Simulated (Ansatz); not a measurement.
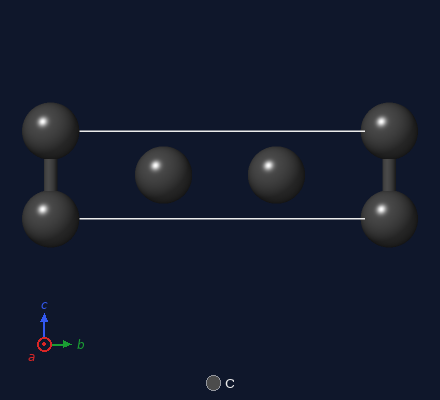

The structure, seen along [100]; the drawing may span several cells.

Given this structure, the end point of a relaxation with Ansatz 0.2.0, DFT, LDA (PW92), plane waves (420 eV) with PAW, scalar-relativistic; the starting structure was generated, so it need not be a known form of this composition, written in its standard cell:

```
C
1.0
     5.69518    0.00000    0.00000
    -2.84759    4.93217    0.00000
     0.00000    0.00000    1.27669
C
3
Cartesian
  0.0000 0.0000 0.0000
  0.0000 3.2881 0.6383
  2.8476 1.6441 0.6383
```

> Predict the [100] zone-axis pattern (200 kV, kinematic, B = 1 Å²).

The spots form a rectangular net whose two shortest vectors correspond to d = 4.93 Å and 1.28 Å, 90.0° apart. They are 0 1 0 (itself too weak to see) and 0 0 1. The pattern has symmetry 2mm. Reflections such as 0 1 0, 0 2 0, 0 4 0 are allowed but too weak to see at this display level.

Strongest reflections with d > 0.80 Å, one of each family (|F|² from tabulated Gaussian fits of the electron scattering factors, times a small damping for the curvature of the Ewald sphere):

| hkl | d (Å) | I (strongest = 100) |
| --- | --- | --- |
| 0 3 0 | 1.644 | 100 |
| 0 1 1 | 1.236 | 16 |
| 0 2 1 | 1.134 | 11 |
| 0 6 0 | 0.822 | 6 |
| 0 0 1 | 1.277 | 5 |
| 0 4 1 | 0.887 | 4 |

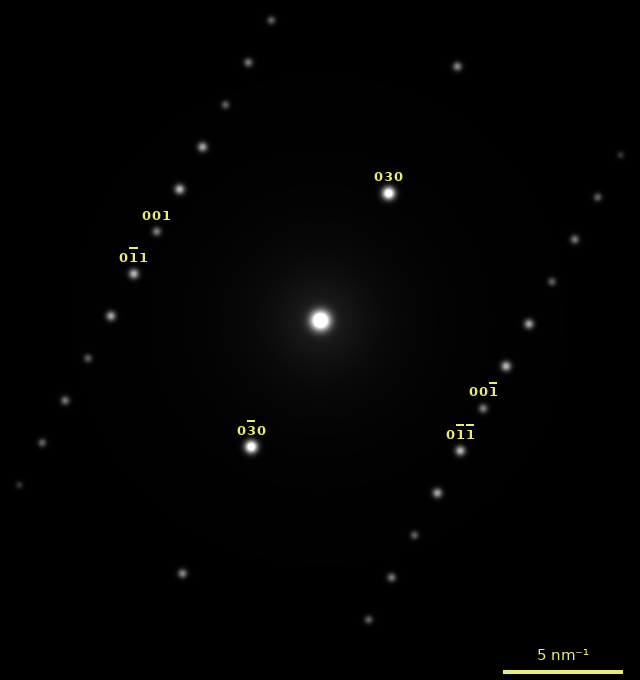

Calculated pattern, seen from the source side with [100] pointing towards the source.
